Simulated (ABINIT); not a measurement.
# PtSe2: positron calculation (part 1 of 2)

PtSe2 (P-3m1, 3 atoms in the cell), computed with Kohn-Sham DFT of a periodic cell, LDA, JTH PAW LDA v2.0, no spin polarisation (ABINIT 10.8.3).

The structure derives from an entry of the Crystallography Open Database.

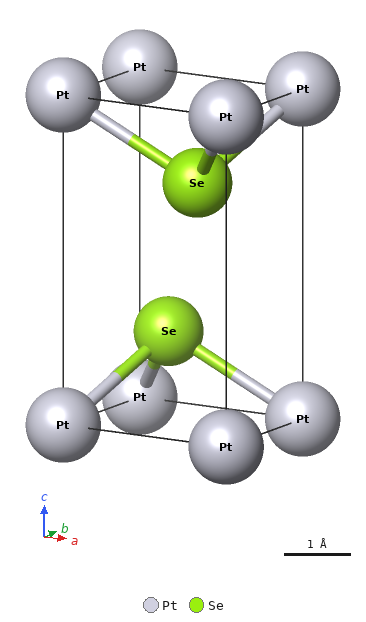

**Figure 1.** The input geometry (ball-and-stick view of the cell of the calculation, seen slightly off an axis). Near neighbours in the crystal (not all of them lie inside the picture): Pt has 6 Se at 2.49 Å; Se has 3 Pt at 2.49 Å.

## The input
```
# Datasets
ndtset 2

# Pseudopotentials
pp_dirpath "./"
pseudos "Pt.LDA_PW-JTH.xml, Se.LDA_PW-JTH.xml"

# Structure
acell 3*1.0
rprim
     7.0373400881     0.0000000000     0.0000000000
    -3.5186700441     6.0945152914     0.0000000000
     0.0000000000     0.0000000000     9.5657936429
ntypat 2
znucl 78 34
natom 3
typat 1 2 2
xred
            0.0            0.0            0.0
            2/3            1/3            3/4
            1/3            2/3            1/4

# Plane-wave basis
ecut 408.170794 eV
pawecutdg 30.0

# Exchange and correlation
ixc 7

# SCF cycle
nstep 80

# Output
iomode 3
prteig 0
prtebands 0
prtwf 0

# Dataset 1: electrons
kptopt1 1
ngkpt1 6 6 4
nshiftk1 1
shiftk1 0.0 0.0 0.0
nband1 15
occopt1 3
tsmear1 0.00183747
tolvrs1 1.0e-10
prtden1 1

# Dataset 2: positron in the electrons' density
positron2 1
ixcpositron2 3
getden2 1
kptopt2 0
nkpt2 1
kpt2 0.0 0.0 0.0
nband2 1
occopt2 2
occ2 1.0
posocc2 1.0
toldfe2 1.0e-9
optforces2 0
optstress2 0
prtden2 0
```

Launched with:
```bash
abinit run.abi > log 2>&1
```

## Output
```
.Version 10.8.3 of ABINIT
 DATASET    1 : space group P-3 m 1 (#164); Bravais hP (primitive hexag.)
================================================================================
 Values of the parameters that define the memory need for DATASET  1.
     intxc =       0    ionmov =       0      iscf =      17    lmnmax =      18
     lnmax =       6     mgfft =      36  mpssoang =       3    mqgrid =    3001
     natom =       3  nloc_mem =       2    nspden =       1   nspinor =       1
    nsppol =       1      nsym =      12    n1xccc =       1    ntypat =       2
    occopt =       3   xclevel =       1
       mpw =        1152          nfft =       26244          nkpt =          24
 PAW method is used; the additional fine FFT grid is defined by:
   mgfftf=        48    nfftf =     62208
================================================================================
================================================================================

 DATASET    2 : space group P-3 m 1 (#164); Bravais hP (primitive hexag.)
================================================================================
 Values of the parameters that define the memory need for DATASET  2.
     intxc =       0    ionmov =       0      iscf =      17    lmnmax =      18
     lnmax =       6     mgfft =      36  mpssoang =       3    mqgrid =    3001
     natom =       3  nloc_mem =       2    nspden =       1   nspinor =       1
    nsppol =       1      nsym =      12    n1xccc =       1    ntypat =       2
    occopt =       2   xclevel =       1
       mpw =         567          nfft =       26244          nkpt =           1
 PAW method is used; the additional fine FFT grid is defined by:
   mgfftf=        48    nfftf =     62208
================================================================================
================================================================================

--------------------------------------------------------------------------------
------------- Echo of variables that govern the present computation ------------
--------------------------------------------------------------------------------
 -outvars: echo values of preprocessed input variables --------
            acell      1.0000000000E+00  1.0000000000E+00  1.0000000000E+00 Bohr
              amu      1.95080000E+02  7.89600000E+01
             ecut      1.50000000E+01 Hartree
           getden1          0
           getden2          1
              ixc           7
      ixcpositron1          1
      ixcpositron2          3
           jdtset        1    2
           kptopt1          1
           kptopt2          0
         kptrlatt        6    0    0      0    6    0      0    0    4
          kptrlen1     3.82631746E+01
          kptrlen2     3.00000000E+01
            natom           3
            nband1         15
            nband2          1
           ndtset           2
            ngfft          27      27      36
          ngfftdg          36      36      48
             nkpt1         24
             nkpt2          1
            nstep          80
             nsym          12
           ntypat           2
           occopt1          3
           occopt2          2
        optforces1          2
        optforces2          0
        optstress1          1
        optstress2          0
        pawecutdg      3.00000000E+01 Hartree
         positron1          0
         positron2          1
           prtden1          1
           prtden2          0
        prtebands           0
           prteig           0
            prtwf           0
            rprim      7.0373400881E+00  0.0000000000E+00  0.0000000000E+00
                      -3.5186700441E+00  6.0945152914E+00  0.0000000000E+00
                       0.0000000000E+00  0.0000000000E+00  9.5657936429E+00
           shiftk1     0.00000000E+00  0.00000000E+00  0.00000000E+00
           shiftk2     5.00000000E-01  5.00000000E-01  5.00000000E-01
          spgroup         164
           toldfe1     0.00000000E+00 Hartree
           toldfe2     1.00000000E-09 Hartree
           tolvrs1     1.00000000E-10
           tolvrs2     0.00000000E+00
           tsmear1     1.83747000E-03 Hartree
           tsmear2     1.00000000E-02 Hartree
            typat      1  2  2
           useylm           1
           xangst      0.0000000000E+00  0.0000000000E+00  0.0000000000E+00
                       1.8619999987E+00  1.0750262005E+00  3.7964999974E+00
                      -1.7639232385E-11  2.1500524010E+00  1.2654999991E+00
            xcart      0.0000000000E+00  0.0000000000E+00  0.0000000000E+00
                       3.5186700440E+00  2.0315050971E+00  7.1743452322E+00
                      -3.3333318279E-11  4.0630101943E+00  2.3914484107E+00
             xred      0.0000000000E+00  0.0000000000E+00  0.0000000000E+00
                       6.6666666667E-01  3.3333333333E-01  7.5000000000E-01
                       3.3333333333E-01  6.6666666667E-01  2.5000000000E-01
            znucl       78.00000   34.00000

================================================================================

 chkinp: Checking input parameters for consistency, jdtset=   1.

 chkinp: Checking input parameters for consistency, jdtset=   2.

================================================================================
== DATASET  1 ==================================================================

--- !DatasetInfo
iteration_state: {dtset: 1, }
dimensions: {natom: 3, nkpt: 24, mband: 15, nsppol: 1, nspinor: 1, nspden: 1, mpw: 1152, }
cutoff_energies: {ecut:  15.0, pawecutdg:  30.0, }
electrons: {nelect:   2.20000000E+01, charge:   0.00000000E+00, occopt:   3.00000000E+00, tsmear:   1.83747000E-03, }
meta: {optdriver: 0, ionmov: 0, optcell: 0, iscf: 17, paral_kgb: 0, }
...

 Exchange-correlation functional for the present dataset will be:
  LDA: Perdew-Wang 92 LSD fit to Ceperley-Alder data - ixc=7
  J.P.Perdew and Y.Wang, PRB 45, 13244 (1992)

 Real(R)+Recip(G) space primitive vectors, cartesian coordinates (Bohr,Bohr^-1):
 R(1)=  7.0373401  0.0000000  0.0000000  G(1)=  0.1420991  0.0820410  0.0000000
 R(2)= -3.5186700  6.0945153  0.0000000  G(2)=  0.0000000  0.1640820  0.0000000
 R(3)=  0.0000000  0.0000000  9.5657936  G(3)=  0.0000000  0.0000000  0.1045392
 Unit cell volume ucvol=  4.1026901E+02 bohr^3
 Angles (23,13,12)=  9.00000000E+01  9.00000000E+01  1.20000000E+02 degrees

 Coarse grid specifications (used for wave-functions):

 getcut: wavevector=  0.0000  0.0000  0.0000  ngfft=  27  27  36
         ecut(hartree)=     15.000   => boxcut(ratio)=   2.12120

 Fine grid specifications (used for densities):

 getcut: wavevector=  0.0000  0.0000  0.0000  ngfft=  36  36  48
         ecut(hartree)=     30.000   => boxcut(ratio)=   2.03514

--- Pseudopotential description ------------------------------------------------
- pspini: atom type   1  psp file is ./Pt.LDA_PW-JTH.xml
 Pseudopotential format is: paw10
 basis_size (lnmax)=  6 (lmn_size= 18), orbitals=   0   0   1   1   2   2
 Spheres core radius: rc_sph= 2.51621648
 Shapefunction is SIN type: shapef(r)=[sin(pi*r/rshp)/(pi*r/rshp)]**2
 Radius for shape functions =  2.25451594
 Compensation charge density is not taken into account in XC energy/potential

- pspini: atom type   2  psp file is ./Se.LDA_PW-JTH.xml
 Pseudopotential format is: paw10
 basis_size (lnmax)=  4 (lmn_size=  8), orbitals=   0   0   1   1
 Spheres core radius: rc_sph= 2.21132333
 Shapefunction is BESSEL type: shapef(r,l)=aa(1,l)*jl(q(1,l)*r)+aa(2,l)*jl(q(2,l)*r)
 Radius for shape functions =  2.00656599
 Compensation charge density is not taken into account in XC energy/potential

   2.02733377E+03                                ecore*ucvol(ha*bohr**3)
--------------------------------------------------------------------------------

================================================================================

--- !BeginCycle
iteration_state: {dtset: 1, }
solver: {iscf: 17, nstep: 80, nline: 4, wfoptalg: 10, }
tolerances: {tolvrs: 1.00E-10, }
...

     iter   Etot(hartree)      deltaE(h)  residm     nres2
 ETOT  1  -46.508547765183    -4.651E+01 1.743E-01 9.698E+00
 ETOT  2  -46.677299205922    -1.688E-01 3.603E-02 1.153E+01
 ETOT  3  -46.565524011486     1.118E-01 4.949E-03 7.714E-01
 ETOT  4  -46.580054204214    -1.453E-02 1.933E-03 1.518E-01
 ETOT  5  -46.580284003233    -2.298E-04 1.075E-02 2.914E-02
 ETOT  6  -46.580325323172    -4.132E-05 1.449E-03 1.611E-02
 ETOT  7  -46.580237168197     8.815E-05 1.197E-03 6.146E-03
 ETOT  8  -46.580241721643    -4.553E-06 1.605E-04 1.658E-03
 ETOT  9  -46.580239538400     2.183E-06 1.634E-04 8.460E-04
 ETOT 10  -46.580237055514     2.483E-06 4.959E-05 2.243E-04
 ETOT 11  -46.580237351036    -2.955E-07 4.970E-05 6.158E-05
 ETOT 12  -46.580237114209     2.368E-07 1.504E-05 5.394E-06
 ETOT 13  -46.580237145882    -3.167E-08 1.509E-05 1.083E-07
 ETOT 14  -46.580237151571    -5.690E-09 4.590E-06 2.052E-08
 ETOT 15  -46.580237151765    -1.933E-10 4.606E-06 1.481E-08
 ETOT 16  -46.580237152001    -2.362E-10 1.411E-06 3.842E-08
 ETOT 17  -46.580237151877     1.244E-10 1.419E-06 2.150E-08
 ETOT 18  -46.580237151801     7.601E-11 4.357E-07 4.541E-09
 ETOT 19  -46.580237151791     9.152E-12 4.389E-07 1.099E-09
 ETOT 20  -46.580237151796    -4.718E-12 1.350E-07 1.325E-10
 ETOT 21  -46.580237151796     4.263E-14 1.360E-07 2.578E-11

 At SCF step   21       nres2   =  2.58E-11 < tolvrs=  1.00E-10 =>converged.

 Cartesian components of stress tensor (hartree/bohr^3)
  sigma(1 1)= -1.35806206E-05  sigma(3 2)=  0.00000000E+00
  sigma(2 2)= -1.35806207E-05  sigma(3 1)=  0.00000000E+00
  sigma(3 3)=  3.01673188E-05  sigma(2 1)=  9.87031146E-14

--- !ResultsGS
iteration_state: {dtset: 1, }
comment   : Summary of ground state results
lattice_vectors:
- [  7.0373401,   0.0000000,   0.0000000, ]
- [ -3.5186700,   6.0945153,   0.0000000, ]
- [  0.0000000,   0.0000000,   9.5657936, ]
lattice_lengths: [   7.03734,    7.03734,    9.56579, ]
lattice_angles: [ 90.000,  90.000, 120.000, ] # degrees, (23, 13, 12)
lattice_volume:   4.1026901E+02
convergence: {deltae:  4.263E-14, res2:  2.578E-11, residm:  1.360E-07, diffor: null, }
etotal    :  -4.65802372E+01
entropy   :   0.00000000E+00
fermie    :   1.31782809E-01
cartesian_stress_tensor: # hartree/bohr^3
- [ -1.35806206E-05,   9.87031146E-14,   0.00000000E+00, ]
- [  9.87031146E-14,  -1.35806207E-05,   0.00000000E+00, ]
- [  0.00000000E+00,   0.00000000E+00,   3.01673188E-05, ]
pressure_GPa:  -2.9481E-02
xred      :
- [  0.0000E+00,   0.0000E+00,   0.0000E+00, Pt]
- [  6.6667E-01,   3.3333E-01,   7.5000E-01, Se]
- [  3.3333E-01,   6.6667E-01,   2.5000E-01, Se]
cartesian_forces: # hartree/bohr
- [ -0.00000000E+00,  -0.00000000E+00,  -0.00000000E+00, ]
- [  2.86966935E-29,   1.71203119E-28,  -5.14902507E-03, ]
- [ -2.86966935E-29,  -1.71203119E-28,   5.14902507E-03, ]
force_length_stats: {min:   0.00000000E+00, max:   5.14902507E-03, mean:   3.43268338E-03, }
...

 Integrated electronic density in atomic spheres:
 ------------------------------------------------
 Atom  Sphere_radius  Integrated_density
    1        2.51622          8.75889065
    2        2.21132          3.90653803
    3        2.21132          3.90653803

================================================================================

 ----iterations are completed or convergence reached----

 Mean square residual over all n,k,spin=   50.398E-11; max=  13.599E-08
 reduced coordinates (array xred) for    3 atoms
       0.000000000000      0.000000000000      0.000000000000
       0.666666666667      0.333333333333      0.750000000000
       0.333333333333      0.666666666667      0.250000000000
 rms dE/dt=  2.3219E-02; max dE/dt=  4.9255E-02; dE/dt below (all hartree)
    1       0.000000000000      0.000000000000      0.000000000000
    2      -0.000000000000     -0.000000000000      0.049254511240
    3       0.000000000000      0.000000000000     -0.049254511240

 cartesian coordinates (angstrom) at end:
    1      0.00000000000000     0.00000000000000     0.00000000000000
    2      1.86199999872629     1.07502620050694     3.79649999744201
    3     -0.00000000001764     2.15005240101387     1.26549999914734

 cartesian forces (hartree/bohr) at end:
    1     -0.00000000000000    -0.00000000000000    -0.00000000000000
    2      0.00000000000000     0.00000000000000    -0.00514902506564
    3     -0.00000000000000    -0.00000000000000     0.00514902506564
 frms,max,avg= 2.4272737E-03 5.1490251E-03   0.000E+00  0.000E+00  0.000E+00 h/b

 cartesian forces (eV/Angstrom) at end:
    1     -0.00000000000000    -0.00000000000000    -0.00000000000000
    2      0.00000000000000     0.00000000000000    -0.26477351454205
    3     -0.00000000000000    -0.00000000000000     0.26477351454205
 frms,max,avg= 1.2481543E-01 2.6477351E-01   0.000E+00  0.000E+00  0.000E+00 e/A
 length scales=  1.000000000000  1.000000000000  1.000000000000 bohr
              =  0.529177210544  0.529177210544  0.529177210544 angstroms
 Fermi (or HOMO) energy (hartree) =   0.13178   Average Vxc (hartree)=  -0.40138
 Eigenvalues (hartree) for nkpt=  24  k points:
 kpt#   1, nband= 15, wtk=  0.00694, kpt=  0.0000  0.0000  0.0000 (reduced coord)
  -0.44659   -0.34346   -0.13223   -0.10583   -0.10583   -0.01409   -0.01409    0.03880
   0.09394    0.09394    0.14790    0.18551    0.18551    0.26228    0.27913
      occupation numbers for kpt#   1
   2.00000    2.00000    2.00000    2.00000    2.00000    2.00000    2.00000    2.00000
   2.00000    2.00000    0.00031    0.00000    0.00000    0.00000    0.00000
 prteigrs : prtvol=0 or 1, do not print more k-points.
```
